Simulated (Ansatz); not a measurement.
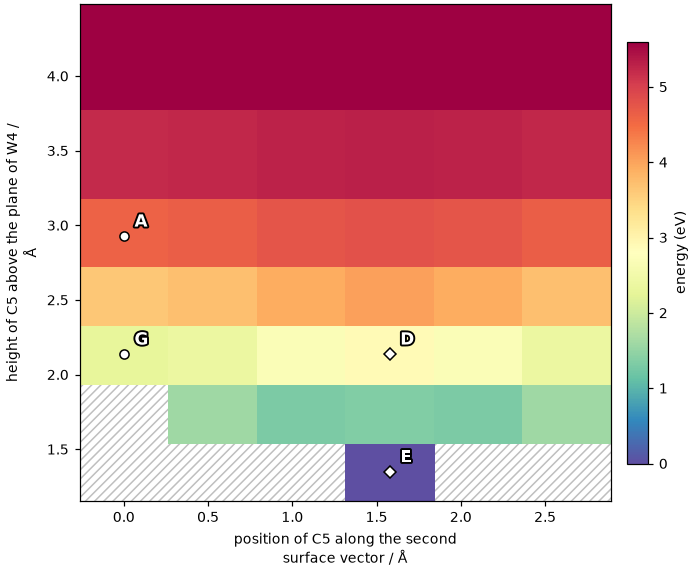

C on a W(100) slab cut from the Im-3m phase, its upper half relaxed before the scan (4 atoms of substrate and one adsorbate in a 1 × 1 cell). C is moved along a line over the surface and along the normal, above a rigid substrate. First axis: position of C5 along the second surface vector, from above W4. Second axis: height of C5 above the plane of W4. The grid has 6 × 7 points; 24 points were computed and 12 follow by symmetry. At 6 points there is no value (left out of the scan, as a rule where atoms come close). Points are written as (first, second). Energies: eV, counted from the lowest grid point. The calculation used DFT PBEsol, scalar-relativistic, plane waves, PAW (Ansatz 0.2.0). Settings: cutoff 420 eV, k-mesh 8×8×1, gaussian smearing 0.1 eV, spin-polarised.

Drawn: one coloured cell a grid point, hatched blanks where no value was computed, lettered points.

> Is G the lowest point of the computed grid?

No. G lies 2.30 eV above the lowest grid point, which is at (1.58 Å, 1.35 Å) [nearest 2 W at 2.08 Å].

> Rank the lettered points by energy, lowest first.

E (0.00 eV), G (2.30 eV), D (2.89 eV), A (4.61 eV).

PAW datasets: the set soft_1.
